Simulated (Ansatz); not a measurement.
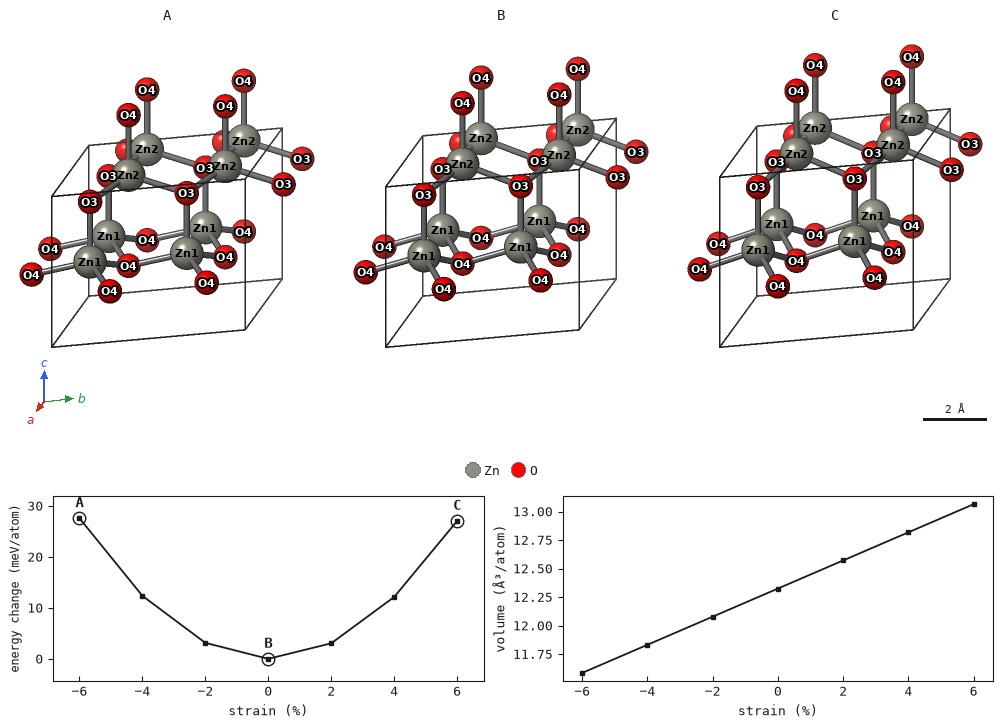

Members of a series of calculations on solid ZnO (set up in P6_3mc), marked on the first curve. A ball-and-stick model of the cell of the calculation, repeated to show the pattern, seen slightly off an axis.

Method: DFT PBE, scalar-relativistic, plane waves, PAW in Ansatz 0.2.0. (plane-wave cutoff 420 eV; k-point mesh 12 × 12 × 6; occupations gaussian; smearing width 0.02 eV; no spin polarisation)

Q: Which kind of strain is it, and how does the structure respond?

A: Strain along c alone, the other axes held, atoms relaxed. A (strain −6.0 %): energy change 27.6 meV/atom, volume 11.59 Å³ per atom. B (strain 0.0 %): energy change 0.0 meV/atom, volume 12.32 Å³ per atom. C (strain 6.0 %): energy change 27.0 meV/atom, volume 13.06 Å³ per atom. The rest compares A with C. Cell: a = b unchanged at 6.559 Å, c 4.976 → 5.611 Å (+12.8 %). Volume +12.8 %. Near-neighbour distances before and after: O–Zn 1.979 → 2.071 Å, O–Zn 1.960 → 2.031 Å.
